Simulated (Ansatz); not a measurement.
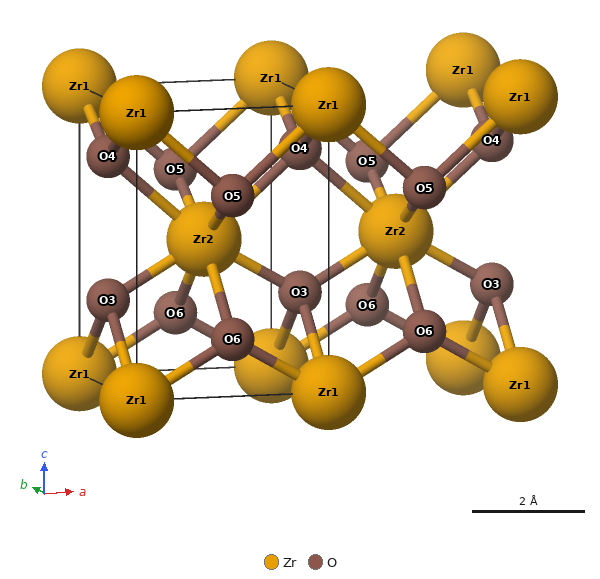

Figure 1. The input geometry (ball-and-stick view of the cell of the calculation, repeated 2 × 1 × 1, seen slightly off an axis; atoms are numbered from 1 in the order of the input). An atom can appear more than once, as a periodic image.

Geometry relaxation, with input and output: ZrO2 (part 1 of 2)

The run: geometry relaxation of ZrO2 (6 atoms in the cell). Method and program: DFT r2SCAN, scalar-relativistic, plane waves, PAW, no spin polarisation (Ansatz 0.2.0).

The structure derives from a Materials Project entry. Figures and captions count atoms from 1; the log counts them from 0 in places.

Log
```
Engine: ansatz 0.2.0, x86_64-unknown-linux-gnu
Pseudopotentials: kind: paw
Pseudopotential: Zr, paw, valence charge 12, recommended cutoff 500 eV (meta_gga), Zr.paw.azcp
Pseudopotential: O, paw, valence charge 6, recommended cutoff 500 eV (meta_gga), O.paw.azcp
Functional definition: r2SCAN
  parameter k0 = 0.174
  parameter k1 = 0.065
  parameter a1 = 4.9479
  exchange = r2scan_x(k0 = k0, k1 = k1, a1 = a1)
  correlation = r2scan_c
Crystal: 6 atoms, lattice volume = 67.724 Å³
Basis set: ecut = 500 eV, 1723 PW (Γ), exchange–correlation on 108×108×160 points (64 copies of the dense FFT grid, shifted against one another)
Bands: 30, of which v1, the nominal top of the filled ones, is band 24 counted from 1 (23 counted from 0)
Symmetry: 16 space group operations
Space group: P42/nmc (ITA 137), of the structure as read, at distance tolerance 4.1e-5 Å
k-points: 40 of 216
Non-local potential: Zr, projectors of the file, l = 0: 3, l = 1: 2, l = 2: 2, l = 3: 2
Non-local potential: O, projectors of the file, l = 0: 2, l = 1: 2, l = 2: 1
PAW form: soft (Blöchl's): semilocal exchange-correlation on the pseudo side does not see the compensation charge
PAW frozen core: Zr, regenerated for the run's functional (the file was generated under x = pbe(κ = 0.804, μ = 0.2195149727645171), c = pbe(β = 0.06672455060314922))
PAW frozen core: O, regenerated for the run's functional (the file was generated under x = pbe(κ = 0.804, μ = 0.2195149727645171), c = pbe(β = 0.06672455060314922))
PAW one-centre angular grid: Zr, 590 points (default); XC on 160 Gauss nodes
PAW one-centre angular grid: O, 302 points (default); XC on 160 Gauss nodes
Initial density: superposition of atomic densities (neutral atoms: chi_scale 0, normalization atom), corrected by the library's trained network
Initial wavefunctions: pseudopotential atomic-orbital guess
Functional: x = r2scan, c = r2scan; τ floored in thin density (d = 2e-4 eV/Å³)
SCF iter   1: F=—  HF=-10676.173389 eV  |F-HF|=—  |Δ(HF+E_count)|=         —  Δρ=1.52e-2  dr2=1.85e-1  dr2_τ=3.81e-1  ethr=1.77e-3  ⟨swp⟩=6.0  Hψ=5077  notcnv=0
preconditioner: auto → Resta (q_TF=auto, 2.576 Å⁻¹)  ε∞=3.8  [insulator: Δε(μ)=4.929 eV  Ē_g=17.851 eV  σ=0.020 eV  W_gap=1.00  n_scr=20 (ndim 8)  ℏωp=29.9 eV  f_vac=0.019  D(μ)=0.00/eV (n_scr^D=0)  ε∞_Penn≈3.8]
SCF iter   2: F=—  HF=-10676.295575 eV  |F-HF|=—  |Δ(HF+E_count)|=   1.22e-1  Δρ=6.60e-3  dr2=1.26e-2  dr2_τ=6.71e-3  ethr=3.85e-4  ⟨swp⟩=2.0  Hψ=2300  notcnv=0  defer=80
SCF iter   3: F=—  HF=-10676.295322 eV  |F-HF|=—  |Δ(HF+E_count)|=   2.53e-4  Δρ=2.78e-3  dr2=2.45e-3  dr2_τ=3.49e-4  ethr=2.62e-5  ⟨swp⟩=2.1  Hψ=2222  notcnv=0  defer=80
SCF iter   4: F=—  HF=-10676.295371 eV  |F-HF|=—  |Δ(HF+E_count)|=   4.95e-5  Δρ=3.96e-4  dr2=4.54e-5  dr2_τ=1.10e-5  ethr=5.10e-6  ⟨swp⟩=2.0  Hψ=2144  notcnv=0  defer=80
SCF iter   5: F=—  HF=-10676.295394 eV  |F-HF|=—  |Δ(HF+E_count)|=   2.27e-5  Δρ=9.06e-5  dr2=5.02e-6  dr2_τ=4.29e-7  ethr=9.47e-8  ⟨swp⟩=2.1  Hψ=2074  notcnv=0  defer=80
SCF iter   6: F=—  HF=-10676.295393 eV  |F-HF|=—  |Δ(HF+E_count)|=   2.42e-7  Δρ=2.72e-5  dr2=5.32e-7  dr2_τ=3.91e-8  ethr=1.05e-8  ⟨swp⟩=2.0  Hψ=1760  notcnv=0  defer=80
SCF iter   7: F=-10676.295393 eV  HF=-10676.295393 eV  |F-HF|=1.30e-8  |Δ(HF+E_count)|=   9.24e-8  Δρ=5.32e-6  dr2=2.12e-8  dr2_τ=4.38e-10  ethr=2.08e-10  ⟨swp⟩=9.6  Hψ=4810  notcnv=0
SCF 1 converged in 7 iterations: F = -10676.295393 eV  dr2 = 2.12e-8
  greatest PAW one-centre occupation: 0.990 electrons in one spin orbital (limit 2), on the Zr atom at site 1 (counted from 0), in its partial waves of l = 1
relax step   1: F+E_penalty+E_count = -10676.29539338 eV  Δ(F+E_penalty+E_count) = +0.000e0 eV  max|allowed force component| = 3.148e-2 eV/Å  Δτ_max = 0.0000 Å  P = -0.090 GPa  Ω = 67.724 Å³  (7 SCF iters, dr2 threshold 1.00e-7 eV, accepted)
Crystal: 6 atoms, lattice volume = 67.726 Å³
Initial density: handed on by an earlier stage of this run
Initial wavefunctions: those handed on with the density
iter 1 solved again at ethr=8.93e-8 eV; its pass at ethr=3.10e-3 eV (dr2=4.29e-5 eV) is discarded
SCF iter   1: F=—  HF=-10676.295335 eV  |F-HF|=—  |Δ(HF+E_count)|=         —  Δρ=3.68e-4  dr2=4.39e-5  dr2_τ=1.28e-3  ethr=8.93e-8  ⟨swp⟩=3.1  Hψ=6720  notcnv=0
preconditioner: auto → Resta (q_TF=auto, 2.576 Å⁻¹)  ε∞=3.9  [insulator: Δε(μ)=4.593 eV  Ē_g=17.671 eV  σ=0.020 eV  W_gap=1.00  n_scr=20 (ndim 8)  ℏωp=29.9 eV  f_vac=0.020  D(μ)=0.00/eV (n_scr^D=0)  ε∞_Penn≈3.9]
SCF iter   2: F=—  HF=-10676.295434 eV  |F-HF|=—  |Δ(HF+E_count)|=   9.89e-5  Δρ=2.08e-4  dr2=1.55e-5  dr2_τ=1.76e-6  ethr=8.93e-8  ⟨swp⟩=2.0  Hψ=2080  notcnv=0
SCF iter   3: F=—  HF=-10676.295437 eV  |F-HF|=—  |Δ(HF+E_count)|=   2.39e-6  Δρ=7.70e-5  dr2=2.70e-6  dr2_τ=7.20e-7  ethr=3.23e-8  ⟨swp⟩=2.0  Hψ=1831  notcnv=0
SCF iter   4: F=-10676.295437 eV  HF=-10676.295437 eV  |F-HF|=1.52e-7  |Δ(HF+E_count)|=   3.28e-7  Δρ=2.50e-5  dr2=1.57e-7  dr2_τ=3.94e-8  ethr=4.75e-10  ⟨swp⟩=3.0  Hψ=5023  notcnv=0
SCF 2 converged in 4 iterations: F = -10676.295437 eV  dr2 = 1.57e-7
relax step   2: F+E_penalty+E_count = -10676.29543722 eV  Δ(F+E_penalty+E_count) = -4.384e-5 eV  max|allowed force component| = 9.193e-3 eV/Å  Δτ_max = 0.0026 Å  P = -0.022 GPa  Ω = 67.726 Å³  energy of the carried Pulay correction = -1.305e-6 eV  (4 SCF iters, dr2 threshold 2.28e-7 eV, accepted)
Crystal: 6 atoms, lattice volume = 67.673 Å³
iter 1 solved again at ethr=1.05e-7 eV; its pass at ethr=3.10e-3 eV (dr2=5.03e-5 eV) is discarded
SCF iter   1: F=—  HF=-10676.295620 eV  |F-HF|=—  |Δ(HF+E_count)|=         —  Δρ=3.29e-4  dr2=4.77e-5  dr2_τ=6.71e-4  ethr=1.05e-7  ⟨swp⟩=3.0  Hψ=6443  notcnv=0
preconditioner: auto → Resta (q_TF=auto, 2.576 Å⁻¹)  ε∞=3.9  [insulator: Δε(μ)=4.617 eV  Ē_g=17.683 eV  σ=0.020 eV  W_gap=1.00  n_scr=20 (ndim 8)  ℏωp=29.9 eV  f_vac=0.019  D(μ)=0.00/eV (n_scr^D=0)  ε∞_Penn≈3.9]
SCF iter   2: F=—  HF=-10676.295722 eV  |F-HF|=—  |Δ(HF+E_count)|=   1.02e-4  Δρ=1.86e-4  dr2=1.60e-5  dr2_τ=1.33e-6  ethr=9.94e-8  ⟨swp⟩=2.0  Hψ=2070  notcnv=0
SCF iter   3: F=—  HF=-10676.295721 eV  |F-HF|=—  |Δ(HF+E_count)|=   1.27e-6  Δρ=6.27e-5  dr2=1.52e-6  dr2_τ=3.50e-7  ethr=3.33e-8  ⟨swp⟩=2.0  Hψ=1833  notcnv=0
SCF iter   4: F=-10676.295721 eV  HF=-10676.295721 eV  |F-HF|=1.96e-7  |Δ(HF+E_count)|=   2.76e-7  Δρ=2.54e-5  dr2=1.48e-7  dr2_τ=3.64e-8  ethr=1.20e-9  ⟨swp⟩=5.2  Hψ=5076  notcnv=0
SCF 3 converged in 4 iterations: F = -10676.295721 eV  dr2 = 1.48e-7
relax step   3: F+E_penalty+E_count = -10676.29572123 eV  Δ(F+E_penalty+E_count) = -2.840e-4 eV  max|allowed force component| = 3.343e-3 eV/Å  Δτ_max = 0.0017 Å  P = +0.303 GPa  Ω = 67.673 Å³  energy of the carried Pulay correction = +4.090e-5 eV  (4 SCF iters, dr2 threshold 5.74e-7 eV, accepted)
Crystal: 6 atoms, lattice volume = 67.709 Å³
iter 1 solved again at ethr=8.03e-8 eV; its pass at ethr=3.10e-3 eV (dr2=3.85e-5 eV) is discarded
SCF iter   1: F=—  HF=-10676.295754 eV  |F-HF|=—  |Δ(HF+E_count)|=         —  Δρ=2.80e-4  dr2=3.52e-5  dr2_τ=6.51e-4  ethr=8.03e-8  ⟨swp⟩=2.0  Hψ=5650  notcnv=0
preconditioner: auto → Resta (q_TF=auto, 2.576 Å⁻¹)  ε∞=3.9  [insulator: Δε(μ)=4.617 eV  Ē_g=17.682 eV  σ=0.020 eV  W_gap=1.00  n_scr=20 (ndim 8)  ℏωp=29.9 eV  f_vac=0.019  D(μ)=0.00/eV (n_scr^D=0)  ε∞_Penn≈3.9]
SCF iter   2: F=—  HF=-10676.295765 eV  |F-HF|=—  |Δ(HF+E_count)|=   1.07e-5  Δρ=1.47e-4  dr2=1.04e-5  dr2_τ=1.23e-6  ethr=7.34e-8  ⟨swp⟩=2.0  Hψ=1838  notcnv=0
SCF iter   3: F=—  HF=-10676.295765 eV  |F-HF|=—  |Δ(HF+E_count)|=   3.86e-7  Δρ=6.15e-5  dr2=1.84e-6  dr2_τ=4.08e-7  ethr=2.16e-8  ⟨swp⟩=2.3  Hψ=1854  notcnv=0
SCF iter   4: F=-10676.295766 eV  HF=-10676.295766 eV  |F-HF|=5.11e-8  |Δ(HF+E_count)|=   3.51e-7  Δρ=1.55e-5  dr2=8.37e-8  dr2_τ=1.22e-8  ethr=5.95e-10  ⟨swp⟩=3.0  Hψ=4919  notcnv=0
SCF 4 converged in 4 iterations: F = -10676.295766 eV  dr2 = 8.37e-8
relax step   4: F+E_penalty+E_count = -10676.29576557 eV  Δ(F+E_penalty+E_count) = -4.435e-5 eV  max|allowed force component| = 2.825e-3 eV/Å  Δτ_max = 0.0019 Å  P = +0.274 GPa  Ω = 67.709 Å³  energy of the carried Pulay correction = +1.200e-5 eV  (4 SCF iters, dr2 threshold 2.85e-7 eV, accepted)
Crystal: 6 atoms, lattice volume = 67.805 Å³
Basis set: ecut = 500 eV, 1739 PW (Γ), exchange–correlation on 108×108×160 points (64 copies of the dense FFT grid, shifted against one another)
iter 1 solved again at ethr=9.61e-8 eV; its pass at ethr=3.10e-3 eV (dr2=4.61e-5 eV) is discarded
SCF iter   1: F=—  HF=-10676.295685 eV  |F-HF|=—  |Δ(HF+E_count)|=         —  Δρ=2.69e-4  dr2=3.76e-5  dr2_τ=3.94e-4  ethr=9.61e-8  ⟨swp⟩=2.0  Hψ=6189  notcnv=0
preconditioner: auto → Resta (q_TF=auto, 2.576 Å⁻¹)  ε∞=3.9  [insulator: Δε(μ)=4.617 eV  Ē_g=17.675 eV  σ=0.020 eV  W_gap=1.00  n_scr=20 (ndim 8)  ℏωp=29.9 eV  f_vac=0.019  D(μ)=0.00/eV (n_scr^D=0)  ε∞_Penn≈3.9]
SCF iter   2: F=—  HF=-10676.295768 eV  |F-HF|=—  |Δ(HF+E_count)|=   8.25e-5  Δρ=1.17e-4  dr2=7.73e-6  dr2_τ=1.07e-6  ethr=7.83e-8  ⟨swp⟩=2.0  Hψ=1895  notcnv=0
SCF iter   3: F=—  HF=-10676.295768 eV  |F-HF|=—  |Δ(HF+E_count)|=   1.09e-7  Δρ=5.02e-5  dr2=1.58e-6  dr2_τ=1.69e-7  ethr=1.61e-8  ⟨swp⟩=1.0  Hψ=1200  notcnv=0
SCF iter   4: F=-10676.295768 eV  HF=-10676.295768 eV  |F-HF|=1.71e-8  |Δ(HF+E_count)|=   2.38e-7  Δρ=9.43e-6  dr2=4.37e-8  dr2_τ=3.80e-9  ethr=5.26e-10  ⟨swp⟩=3.0  Hψ=4784  notcnv=0
SCF 5 converged in 4 iterations: F = -10676.295768 eV  dr2 = 4.37e-8
relax step   5: F+E_penalty+E_count = -10676.29576803 eV  Δ(F+E_penalty+E_count) = -2.452e-6 eV  max|allowed force component| = 4.045e-4 eV/Å  Δτ_max = 0.0013 Å  P = +0.000 GPa  Ω = 67.805 Å³  energy of the carried Pulay correction = -6.428e-5 eV  (4 SCF iters, dr2 threshold 2.53e-7 eV, accepted)
Initial wavefunctions: pseudopotential atomic-orbital guess (no wavefunctions were taken with the density)
iter 1 solved again at ethr=6.92e-9 eV; its pass at ethr=3.10e-3 eV (dr2=3.32e-6 eV) is discarded
SCF iter   1: F=—  HF=-10676.295845 eV  |F-HF|=—  |Δ(HF+E_count)|=         —  Δρ=6.07e-5  dr2=8.84e-8  dr2_τ=2.12e-8  ethr=6.92e-9  ⟨swp⟩=3.7  Hψ=8854  notcnv=0
preconditioner: auto → Resta (q_TF=auto, 2.576 Å⁻¹)  ε∞=3.9  [insulator: Δε(μ)=4.620 eV  Ē_g=17.676 eV  σ=0.020 eV  W_gap=1.00  n_scr=20 (ndim 8)  ℏωp=29.9 eV  f_vac=0.019  D(μ)=0.00/eV (n_scr^D=0)  ε∞_Penn≈3.9]
SCF iter   2: F=—  HF=-10676.295852 eV  |F-HF|=—  |Δ(HF+E_count)|=   7.18e-6  Δρ=3.08e-5  dr2=2.82e-8  dr2_τ=2.93e-7  ethr=1.84e-10  ⟨swp⟩=2.0  Hψ=2138  notcnv=0
SCF iter   3: F=—  HF=-10676.295854 eV  |F-HF|=—  |Δ(HF+E_count)|=   1.65e-6  Δρ=2.73e-6  dr2=4.25e-9  dr2_τ=7.19e-10  ethr=5.88e-11  ⟨swp⟩=2.0  Hψ=1822  notcnv=0
SCF iter   4: F=—  HF=-10676.295854 eV  |F-HF|=—  |Δ(HF+E_count)|=   4.47e-9  Δρ=1.78e-6  dr2=4.99e-10  dr2_τ=8.88e-10  ethr=8.86e-12  ⟨swp⟩=2.0  Hψ=1796  notcnv=0
SCF iter   5: F=-10676.295854 eV  HF=-10676.295854 eV  |F-HF|=5.64e-11  |Δ(HF+E_count)|=   4.02e-9  Δρ=2.06e-7  dr2=1.01e-11  dr2_τ=1.31e-11  ethr=1.00e-12  ⟨swp⟩=3.0  Hψ=4803  notcnv=0
SCF 6 converged in 5 iterations: F = -10676.295854 eV  dr2 = 1.01e-11
relax step   6: F+E_penalty+E_count = -10676.29585402 eV  Δ(F+E_penalty+E_count) = -8.600e-5 eV  max|allowed force component| = 4.069e-4 eV/Å  Δτ_max = 0.0000 Å  P = -0.001 GPa  Ω = 67.805 Å³  stress off target by 1.81e-3 GPa  SCF on the basis re-selected at this cell (its energy is not comparable with the rows above)  (5 SCF iters)
```

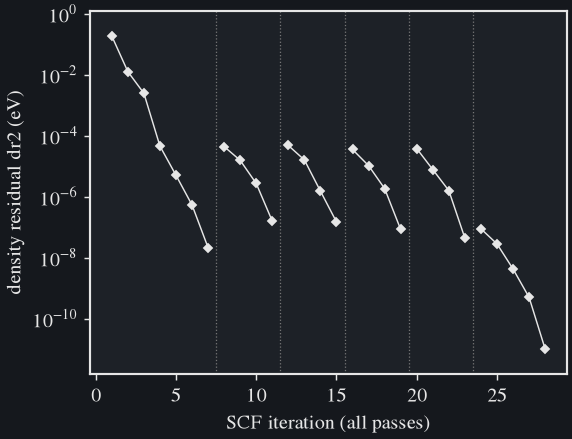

Figure 2. Convergence of the self-consistent field: density residual dr2 against the SCF iteration. The dotted lines part the SCF passes of the relaxation: geometry steps, rejected trials and re-solves on a re-selected basis. The 6 passes take 4 to 7 iterations each, 28 in all.
